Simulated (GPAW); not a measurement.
Consider MgO (Periclase, Fm-3m).

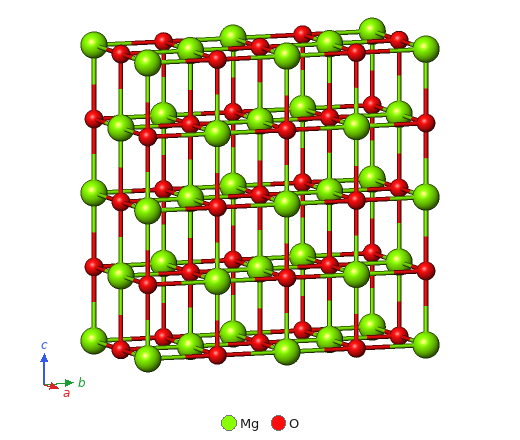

The structure (magnesium green, oxygen red). 1×2×2 conventional cells are drawn. Some periodic images of atoms are drawn too.

```cif
data_structure
_symmetry_space_group_name_H-M 'P 1'
_symmetry_Int_Tables_number 1
_cell_length_a 2.9819
_cell_length_b 2.9819
_cell_length_c 2.9819
_cell_angle_alpha 60.000
_cell_angle_beta 60.000
_cell_angle_gamma 60.000
_cell_volume 18.75
loop_
_atom_site_label
_atom_site_type_symbol
_atom_site_fract_x
_atom_site_fract_y
_atom_site_fract_z
_atom_site_occupancy
Mg1 Mg 0.00000 0.00000 0.00000 1
O2 O 0.50000 0.50000 0.50000 1
```

Absorber: atom 1, with 6 O at 2.11 Å (octahedral, site symmetry m-3m). Method: GPAW, PBE, full core hole (charged cell), 16-atom cell with 6.0 Å between holes, 5×5×5 k points, dipole transitions, Gaussian full width 0.9 eV up to 4 eV, rising linearly to 3.5 eV at 25 eV.

The database entry behind the starting cell differs from later determinations by our own check (about 0.1 % long), so it need not match the best structure at ambient conditions.

Question: What does the Mg K edge look like?

Main maxima up to 24 eV above the zero (height): 4.5 eV (2.06), 8.7 eV (2.06), 10.9 eV (2.31) and 22.9 eV (0.69). A K edge sees empty p states on the absorber. The total-energy difference plus the lowest empty eigenvalue puts the zero at 1315.65 eV. One term is added: -12.99 eV, since the hole is spin-paired here and a spin-polarised one costs that much less in the free atom (computed apart). The photon energy is then 1302.66 eV. The tabulated edge of the element is 1303 eV. The functional and the charged cell's background leave an error of a few eV in such absolute values.

The Mg K spectrum (energy from the lowest empty level; intensity scaled to a mean of 1 over the first 20 eV):

| E (eV) | intensity |
| --- | --- |
| -2.0 | 0.00 |
| -0.5 | 0.00 |
| 1.0 | 0.02 |
| 2.5 | 0.23 |
| 4.0 | 1.75 |
| 5.5 | 1.44 |
| 7.0 | 0.73 |
| 8.5 | 2.04 |
| 10.0 | 2.09 |
| 11.5 | 2.12 |
| 13.0 | 0.80 |
| 14.5 | 0.48 |
| 16.0 | 0.40 |
| 17.5 | 0.41 |
| 19.0 | 0.54 |
| 20.5 | 0.65 |
| 22.0 | 0.68 |
| 23.5 | 0.68 |
| 25.0 | 0.57 |
| 26.5 | 0.38 |
| 28.0 | 0.29 |

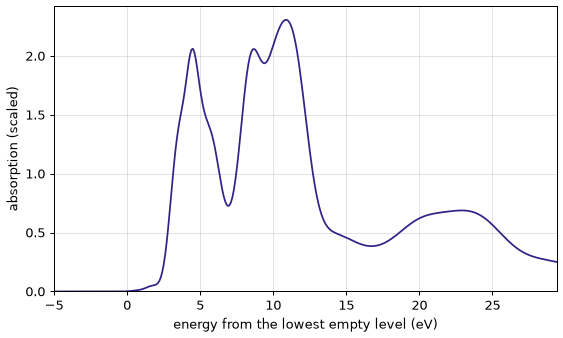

The Mg K edge.

The holes are only 6.0 Å apart, so the shape is probably not converged with cell size; no larger cell was run here. The mesh is coarse (0.26 Å⁻¹ between points), so small maxima may be mesh ripples. The structure is a published determination, not relaxed.

[Banner, clock and machine lines of the logs are left out without a mark of their own.]

[Logs are printed without paths, hosts, clocks, repeated set-up lines and the standing remarks that a program may print on its own settings, such as how far it seeks lower states.]

[Hosts, paths, dates, database ids (printed as entryN), source tags and the programs' standing remarks are cut or masked in the printed files.]

[Lists of maxima count a maximum above −3 eV only where it reaches 4 % of the highest in the window and stands out from its surroundings by 2 % of it (1.5 % where it reaches 55 %); shoulders and weaker maxima are passed over, and of the rest the first, up to two pre-edge ones and the few strongest are named.]
